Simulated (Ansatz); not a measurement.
# Geometry relaxation, with input and output: MnSi (part 2 of 2)

MnSi (8 atoms in the cell); DFT PBE, scalar-relativistic, plane waves, PAW, spin-polarised (Ansatz 0.2.0); cutoff 420 eV, 8×8×8 k-mesh, Gaussian smearing of 0.05 eV, collinear spins. The structure derives from an entry of the Crystallography Open Database.

Geometry of the input (Å; fractional positions):
```
4.5480  0.0000  0.0000
0.0000  4.5480  0.0000
0.0000  0.0000  4.5480
Mn 0.1380  0.1380  0.1380
Mn 0.3620  0.8620  0.6380
Mn 0.6380  0.3620  0.8620
Mn 0.8620  0.6380  0.3620
Si 0.8460  0.8460  0.8460
Si 0.6540  0.1540  0.3460
Si 0.3460  0.6540  0.1540
Si 0.1540  0.3460  0.6540
```

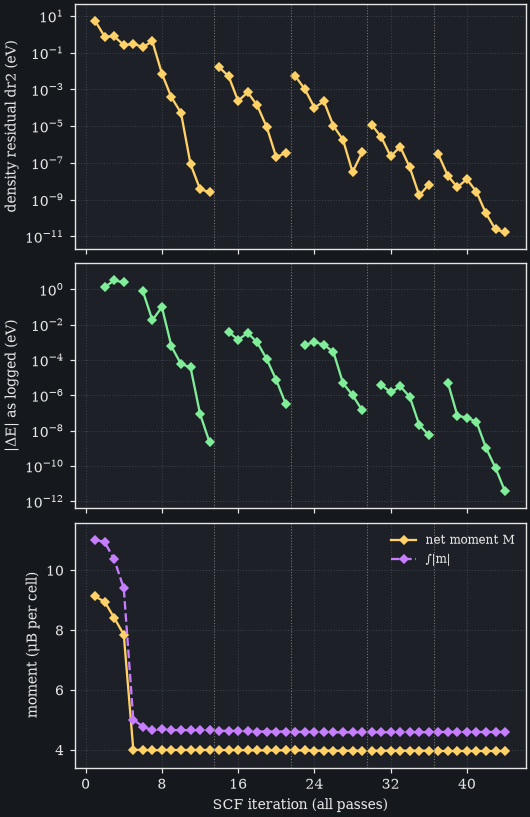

Figure 1. Convergence of the self-consistent field: density residual dr2, size of the energy change and magnetic moment against the SCF iteration. The dotted lines part the SCF passes of the relaxation: geometry steps, rejected trials and re-solves on a re-selected basis. The 5 passes take 7 to 13 iterations each, 44 in all. The net moment goes from 9.1 to 4.0 μB per cell.

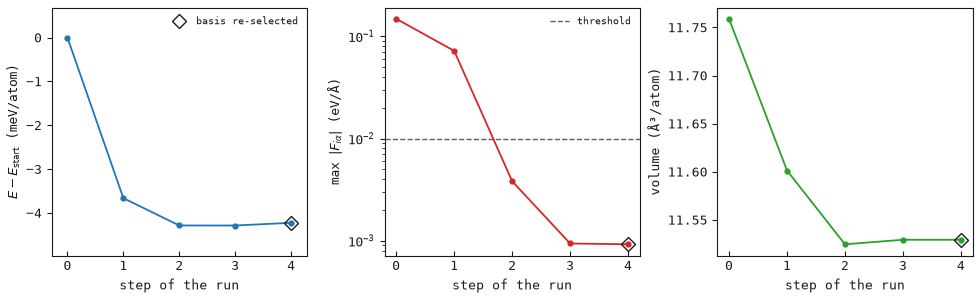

Figure 2. Progress of the relaxation, step by step (the first geometry is step 0 here and step 1 in the log).

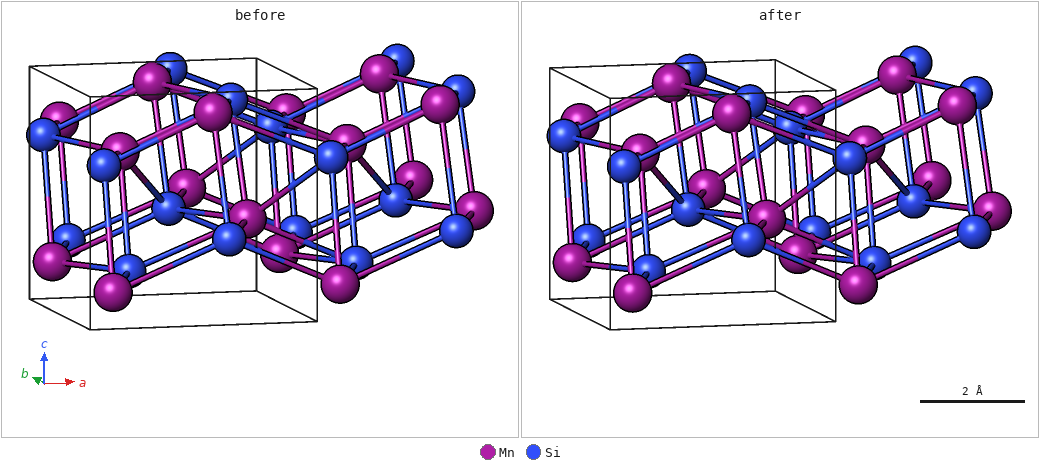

Figure 3. Before (left) and after (right) the relaxation, at one scale (ball-and-stick view of the cell of the calculation, repeated 2 × 2 × 1, seen slightly off an axis). The largest moves relative to the cell, 0.013 Å, are those of Mn1, Mn2, Mn3 and Mn4. By element the largest moves are Mn 0.013 Å, Si 0.007 Å. The drawn cell changes as follows: a = b = c 4.548 → 4.518 Å (−0.7 %); the volume changes by −2.0 %. Distances before and after: Mn1–Si6 2.397 → 2.373 Å, Mn1–Si5 2.300 → 2.279 Å. The space group stays P2_13 (No. 198). After 3 geometry steps the energy has fallen by 4.3 meV per atom. Largest force component: 0.15 eV/Å at the start, 0.00092 eV/Å at the end. The pressure goes from −4.41 to 0.00 GPa. A last SCF at the same geometry on a re-selected plane-wave basis shifts the energy by +0.1 meV per atom. (Atoms are counted from 1 in the order of the input.)

```
basis re-selected at this cell: Δ(F+E_penalty+E_count) = +4.929e-4 eV, ΔP = -0.004 GPa vs the last step (what re-selecting the basis moved, of the pressure what is left beyond the Pulay correction that the steps carried, after the strain that the cell walked since its last selection, with what the two solves' SCF thresholds leave and, on support functions, any second-order correction that the steps lacked; it is no measure of the basis error at this ecutwfc). This SCF's stress stands 1.96e-3 GPa from its target on what of the cell is left free (relax.cell.stress_tol is 4.00e-2 GPa) and its largest allowed force component is 9.23e-4 eV/Å (relax.f_tol is 1.00e-2 eV/Å): within both
an SCF from ferrimagnetic starting moments (-3.50, 3.50, 3.50, 3.50, 0.00, 0.00, 0.00, 0.00 Bohr magnetons, atom by atom) was not made, so that it is not known whether that order lies lower: the deck asks for what bars it, or types moments that do (magnetization.spin_polarized, in the input reference, names some of the keys), or the run goes by scf.lower_state_search: light, the default, which as a rule tries one only behind a close that has lost an order of both signs, or on which an open d or half-filled 4f shell of a PAW file has lost a moment that was set nearer to Hund's than to what is left; or, under a Hubbard U, one that names an f shell that the input leaves bare beside given moments, or a larger moment for a shell of low spin that is given one. standard, with a start from the atoms, tries one behind each close (in a relaxation, ahead of its steps or at their end). To set out from that order, type those moments (crystal.atoms[].spin; where shells were raised to Hund's moment, beside crystal.symmetry.detect: false) under scf.lower_state_search: light. The bands of the close that named these starting moments, or of the one ahead of a search that led to it (under cold or Methfessel-Paxton smearing those of the Gaussian ahead of it) read a cost of +247.19 meV for the turn to them, carried on from a small turn (+247.19 by the pairs of d shells alone)
SCF converged after 8 iterations
Magnetization: 3.9739 μB (39.9870 up, 36.0130 down)
Absolute magnetization: 4.5881 μB (∫|ρ↑−ρ↓|, with the PAW one-centre terms)
Spin contamination: 0.0685 ħ² per cell (⟨S²⟩ above its minimum at these occupations)
Per-site moments (μB) at R_I (Å): [(1.000499210619874, 0.9400395209929102), (1.000499210619874, 0.9400395209929102), (1.0004992106198747, 0.9400395209929102), (1.0004992106198756, 0.9400395209929102), (-0.038650473566102635, 0.9400395209929102), (-0.03865047356610259, 0.9400395209929102), (-0.03865047356610216, 0.9400395209929102), (-0.03865047356610212, 0.9400395209929102)]
Free energy (F): -18142.297857 eV
Harris-Foulkes:  -18142.297857 eV  (|F-HF|=2.18e-11)
Internal energy: -18142.294617 eV  (E = F + TS)
E sigma→0 (E₀):  -18142.296237 eV
Entropy (-TS):   -0.003240 eV (-0.405 meV/atom)
Fermi energy:    16.065776 eV
--- Per-component energies (eV) ---
  E_band       = -718.420554
  E_kinetic    = 1419.937578
  E_local      = -8537.575654  (includes V_loc(G=0)·N_el)
  E_nonlocal   = 1051.966750
  E_hartree    = 3667.991419
  E_xc         = -692.359339
  E_vxc        = -792.020148  (∫ρ·V_xc dr)
  E_paw        = -7245.309821  (= ΣΔE_a)
  E_vpaw       = -1196.712415  (= ΣTr[D̂ρ^β])
  E_aug_tail   = -0.000012  (compensation charges beyond the density's cutoff)
  E_ewald      = -7806.945538
  E_smearing   = -0.003240  (= −TS)
  E_closure    = -0.000000  (closes the sum)
  Σ components = -18142.297857   (vs F -18142.297857, Δ=0.00e0)
--- Forces (eV/Å), atoms counted from 1 ---
  atom   1  Mn    -0.00001527    -0.00001527    -0.00001527
  atom   2  Mn     0.00001527     0.00001527    -0.00001527
  atom   3  Mn    -0.00001527     0.00001527     0.00001527
  atom   4  Mn     0.00001527    -0.00001527     0.00001527
  atom   5  Si    -0.00092316    -0.00092316    -0.00092316
  atom   6  Si     0.00092316     0.00092316    -0.00092316
  atom   7  Si    -0.00092316     0.00092316     0.00092316
  atom   8  Si     0.00092316    -0.00092316     0.00092316
  max |Σ_I F_I| component: 6.01e-17 eV/Å
--- Stress (GPa, compression-positive) ---
        0.001956      -0.000000      -0.000000
       -0.000000       0.001956       0.000000
       -0.000000       0.000000       0.001956
  P = ⅓ Tr σ = 0.0020 GPa (0.020 kbar)
--- Band table (eV; the first three rows and the last of 90) ---
  k-point 0 ↑: bands = ["-63.4457", "-63.4191", "-63.4191", "-63.4191", "-32.3016", "-32.3016", "-32.3016", "-32.2271", "-32.2271", "-32.2214", "-32.2214", "-32.2214", "-32.1313", "-32.1313", "-32.1313", "-32.0698", "3.1721", "8.2310", "8.2310", "8.2310", "11.1499", "11.1499", "11.1499", "12.5107", "12.5107", "12.5107", "13.0398", "13.3328", "13.3328", "13.5999", "13.5999", "13.5999", "14.1387", "14.1387", "14.1387", "15.6890", "15.6890", "15.6890", "15.7529", "15.7529", "16.8465", "16.8465", "16.8465", "19.0646", "19.0646", "19.0646", "19.7991", "19.7991", "20.2514", "20.2514", "20.2514", "21.7385", "22.9577", "22.9577"]
  k-point 1 ↑: bands = ["-63.4449", "-63.4222", "-63.4189", "-63.4170", "-32.3132", "-32.3045", "-32.2873", "-32.2301", "-32.2300", "-32.2243", "-32.2209", "-32.2123", "-32.1334", "-32.1319", "-32.1275", "-32.0720", "3.2855", "7.5308", "8.2926", "8.7675", "10.6806", "11.2227", "11.6446", "11.9629", "12.2815", "13.0188", "13.1013", "13.3280", "13.4286", "13.5812", "13.6172", "13.6514", "13.9946", "14.1339", "14.3407", "15.5268", "15.5385", "15.7245", "15.7568", "15.9218", "16.6409", "16.8074", "17.1349", "18.6527", "18.8814", "19.1418", "19.3039", "19.9522", "20.4196", "20.5466", "20.5508", "22.0576", "22.2217", "23.3168"]
  k-point 2 ↑: bands = ["-63.4427", "-63.4261", "-63.4182", "-63.4160", "-32.3210", "-32.3113", "-32.2719", "-32.2363", "-32.2352", "-32.2225", "-32.2174", "-32.2053", "-32.1345", "-32.1332", "-32.1209", "-32.0783", "3.6211", "6.6674", "8.4729", "9.1932", "10.3523", "11.3654", "11.5211", "11.8874", "12.1447", "12.7991", "13.3913", "13.4857", "13.5595", "13.5817", "13.6835", "13.6998", "14.0647", "14.0822", "14.4514", "15.2347", "15.4387", "15.6358", "15.7758", "16.0543", "16.4591", "16.6940", "17.5845", "18.3537", "18.5570", "18.7517", "19.0950", "20.2206", "20.7070", "20.7878", "21.2198", "22.0294", "22.3795", "22.8847"]
  k-point 44 ↓: bands = ["-62.2840", "-62.2840", "-62.2840", "-62.2840", "-31.2673", "-31.2673", "-31.2673", "-31.2673", "-31.0539", "-31.0539", "-31.0539", "-31.0539", "-30.9533", "-30.9533", "-30.9533", "-30.9533", "7.1201", "7.1201", "7.1201", "7.1201", "9.9111", "9.9111", "9.9111", "9.9111", "13.9099", "13.9099", "13.9099", "13.9099", "14.1793", "14.1793", "14.1793", "14.1793", "16.1392", "16.1392", "16.1392", "16.1392", "16.3134", "16.3134", "16.3134", "16.3134", "17.3509", "17.3509", "17.3509", "17.3509", "21.4495", "21.4495", "21.4495", "21.4495", "22.2931", "22.2931", "22.2931", "22.2931", "24.3336", "24.3336"]
--- Relaxed structure (4 steps of the walk, 4 accepted, 1 SCFs on fresh bases) ---
  F+E_penalty+E_count = -18142.29785691 eV   max|allowed force component| = 9.232e-4 eV/Å   (the final SCF, on the basis selected at the relaxed cell)
  cell:  # Å, volume = 92.2347 Å³
    - [4.518192564650055, -8.552847072295026e-50, 1.4765462906968807e-33]
    - [1.283953296258157e-34, 4.518192564650055, -1.0833355937178202e-34]
    - [1.5407439555097885e-33, -1.0833355937178202e-34, 4.518192564650055]
  atoms:
    - { symbol: Mn, position: [0.13636747327582244, 0.13636747327582244, 0.13636747327582244] }
    - { symbol: Mn, position: [0.36363252672417756, 0.8636325267241776, 0.6363674732758224] }
    - { symbol: Mn, position: [0.6363674732758224, 0.36363252672417756, 0.8636325267241776] }
    - { symbol: Mn, position: [0.8636325267241776, 0.6363674732758224, 0.36363252672417756] }
    - { symbol: Si, position: [0.845163835656907, 0.845163835656907, 0.845163835656907] }
    - { symbol: Si, position: [0.654836164343093, 0.154836164343093, 0.34516383565690695] }
    - { symbol: Si, position: [0.34516383565690695, 0.654836164343093, 0.154836164343093] }
    - { symbol: Si, position: [0.154836164343093, 0.34516383565690695, 0.654836164343093] }
--- Löwdin populations: 8 sites ---
  site symbol       q [e]    m [muB]
     0     Mn     14.6789     1.0912
     1     Mn     14.6789     1.0912
     2     Mn     14.6789     1.0912
     3     Mn     14.6789     1.0912
     4     Si      4.0846    -0.0966
     5     Si      4.0846    -0.0966
     6     Si      4.0846    -0.0966
     7     Si      4.0846    -0.0966
  spilling = 0.012450 (of n_electrons = 76.000000)
```

### File populations.tsv
```
# site	symbol	l	j	q_up	q_dn
# orbitals = lowdin
# n_electrons = 76.000000
# spilling = 0.012450
0	Mn	0_3S	-	0.997978	0.998092
0	Mn	0_4S	-	0.233894	0.235839
0	Mn	1_3P	-	2.995460	2.995566
0	Mn	2_3D	-	3.657685	2.564359
1	Mn	0_3S	-	0.997978	0.998092
1	Mn	0_4S	-	0.233894	0.235839
1	Mn	1_3P	-	2.995460	2.995566
1	Mn	2_3D	-	3.657685	2.564359
2	Mn	0_3S	-	0.997978	0.998092
2	Mn	0_4S	-	0.233894	0.235839
2	Mn	1_3P	-	2.995460	2.995566
2	Mn	2_3D	-	3.657685	2.564359
3	Mn	0_3S	-	0.997978	0.998092
3	Mn	0_4S	-	0.233894	0.235839
3	Mn	1_3P	-	2.995460	2.995566
3	Mn	2_3D	-	3.657685	2.564359
4	Si	0_3S	-	0.621032	0.639699
4	Si	1_3P	-	1.372972	1.450873
5	Si	0_3S	-	0.621032	0.639699
5	Si	1_3P	-	1.372972	1.450873
6	Si	0_3S	-	0.621032	0.639699
6	Si	1_3P	-	1.372972	1.450873
7	Si	0_3S	-	0.621032	0.639699
7	Si	1_3P	-	1.372972	1.450873
```

### Trajectory as extended XYZ (Å, eV, eV/Å), 5 frames, from step=1 to step=5
```
8
Lattice="4.5480 0.0000 0.0000 0.0000 4.5480 0.0000 0.0000 0.0000 4.5480" Properties=species:S:1:pos:R:3:forces:R:3 step=1 energy=-18142.26406 pressure_GPa=-4.41
Mn    0.6276    0.6276    0.6276   -0.1488  -0.1488  -0.1488
Mn    1.6464    3.9204    2.9016    0.1488   0.1488  -0.1488
Mn    2.9016    1.6464    3.9204   -0.1488   0.1488   0.1488
Mn    3.9204    2.9016    1.6464    0.1488  -0.1488   0.1488
Si    3.8476    3.8476    3.8476   -0.0554  -0.0554  -0.0554
Si    2.9744    0.7004    1.5736    0.0554   0.0554  -0.0554
Si    1.5736    2.9744    0.7004   -0.0554   0.0554   0.0554
Si    0.7004    1.5736    2.9744    0.0554  -0.0554   0.0554
8
Lattice="4.5276 0.0000 0.0000 0.0000 4.5276 0.0000 0.0000 0.0000 4.5276" Properties=species:S:1:pos:R:3:forces:R:3 step=2 energy=-18142.29336 pressure_GPa=-1.51
Mn    0.6213    0.6213    0.6213   -0.0722  -0.0722  -0.0722
Mn    1.6425    3.9063    2.8851    0.0722   0.0722  -0.0722
Mn    2.8851    1.6425    3.9063   -0.0722   0.0722   0.0722
Mn    3.9063    2.8851    1.6425    0.0722  -0.0722   0.0722
Si    3.8287    3.8287    3.8287   -0.0305  -0.0305  -0.0305
Si    2.9627    0.6989    1.5649    0.0305   0.0305  -0.0305
Si    1.5649    2.9627    0.6989   -0.0305   0.0305   0.0305
Si    0.6989    1.5649    2.9627    0.0305  -0.0305   0.0305
8
Lattice="4.5176 0.0000 0.0000 0.0000 4.5176 0.0000 0.0000 0.0000 4.5176" Properties=species:S:1:pos:R:3:forces:R:3 step=3 energy=-18142.29834 pressure_GPa=0.09
Mn    0.6161    0.6161    0.6161    0.0008   0.0008   0.0008
Mn    1.6427    3.9015    2.8749   -0.0008  -0.0008   0.0008
Mn    2.8749    1.6427    3.9015    0.0008  -0.0008  -0.0008
Mn    3.9015    2.8749    1.6427   -0.0008   0.0008  -0.0008
Si    3.8183    3.8183    3.8183   -0.0038  -0.0038  -0.0038
Si    2.9581    0.6993    1.5595    0.0038   0.0038  -0.0038
Si    1.5595    2.9581    0.6993   -0.0038   0.0038   0.0038
Si    0.6993    1.5595    2.9581    0.0038  -0.0038   0.0038
8
Lattice="4.5182 0.0000 0.0000 0.0000 4.5182 0.0000 0.0000 0.0000 4.5182" Properties=species:S:1:pos:R:3:forces:R:3 step=4 energy=-18142.29835 pressure_GPa=0.01
Mn    0.6161    0.6161    0.6161    0.0000   0.0000   0.0000
Mn    1.6430    3.9021    2.8752    0.0000   0.0000   0.0000
Mn    2.8752    1.6430    3.9021    0.0000   0.0000   0.0000
Mn    3.9021    2.8752    1.6430    0.0000   0.0000   0.0000
Si    3.8186    3.8186    3.8186   -0.0009  -0.0009  -0.0009
Si    2.9587    0.6996    1.5595    0.0009   0.0009  -0.0009
Si    1.5595    2.9587    0.6996   -0.0009   0.0009   0.0009
Si    0.6996    1.5595    2.9587    0.0009  -0.0009   0.0009
8
Lattice="4.5182 0.0000 0.0000 0.0000 4.5182 0.0000 0.0000 0.0000 4.5182" Properties=species:S:1:pos:R:3:forces:R:3 step=5 energy=-18142.29786 pressure_GPa=0.00
Mn    0.6161    0.6161    0.6161    0.0000   0.0000   0.0000
Mn    1.6430    3.9021    2.8752    0.0000   0.0000   0.0000
Mn    2.8752    1.6430    3.9021    0.0000   0.0000   0.0000
Mn    3.9021    2.8752    1.6430    0.0000   0.0000   0.0000
Si    3.8186    3.8186    3.8186   -0.0009  -0.0009  -0.0009
Si    2.9587    0.6996    1.5595    0.0009   0.0009  -0.0009
Si    1.5595    2.9587    0.6996   -0.0009   0.0009   0.0009
Si    0.6996    1.5595    2.9587    0.0009  -0.0009   0.0009
```

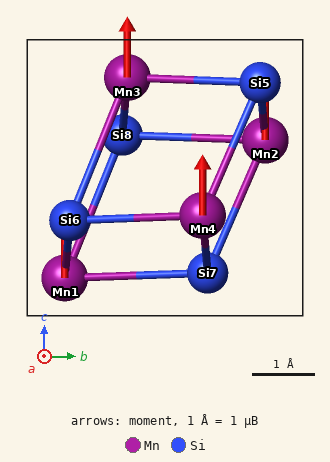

Figure 4. Magnetic moments of the sites as red arrows (ball-and-stick view of the cell of the calculation, along the a axis; atoms are numbered from 1 in the order of the input); small moments hardly show. The run is collinear, so the axis drawn is arbitrary. Site moments: all 4 Mn atoms (1.00 μB). They are counted near the atoms and needn't add up to the moment of the cell.

### Results in brief

| quantity | value |
| --- | --- |
| outcome | converged |
| space group (tolerance 0.01 Å) | P2₁3 (198) |
| electrons treated | 76 |
| free energy | −18142.2979 eV |
| Fermi energy | 16.066 eV |
| gap on the k-point mesh | none (metallic) |
| net moment of the cell | 3.97 μB |
| integrated absolute moment | 4.59 μB |
| pressure | 0.00 GPa |
| final volume | 92.23 Å³ |
| largest force (length of the vector) at the end | 0.002 eV/Å |
| final cell | a = 4.518 Å, b = 4.518 Å, c = 4.518 Å, α = 90.00°, β = 90.00°, γ = 90.00° |
| hardware | 4 threads of Intel Xeon (Granite Rapids), 64 GiB of memory available, shared host |
| wall time | 40 s (CPU time 2.5 min) |
| peak memory | 0.7 GiB |
